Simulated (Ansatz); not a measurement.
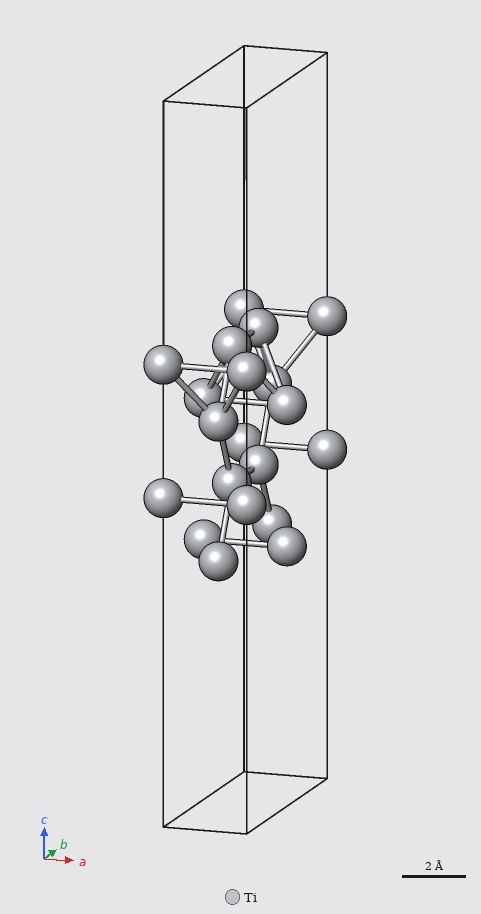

An orthographic ball-and-stick view of the structure, slightly off an axis. The parallelepiped is the simulation cell.

What is this?

The element is titanium. The cell holds twelve atoms. Numbers of contacts at bonding distance: Ti 2 to 7 (mean 5.0). Not all metal-metal contacts are counted.

Origin of the cell: a structure listed in the Materials Project, from which a slab was cut. The atoms were relaxed in a fixed cell with DFT PBEsol, scalar-relativistic, plane waves, PAW (Ansatz), but for six held in place.

At this level of theory the cell isn't at rest (forces up to 0.6 eV/Å), so its distances can differ from those at equilibrium, the more so the softer the solid.
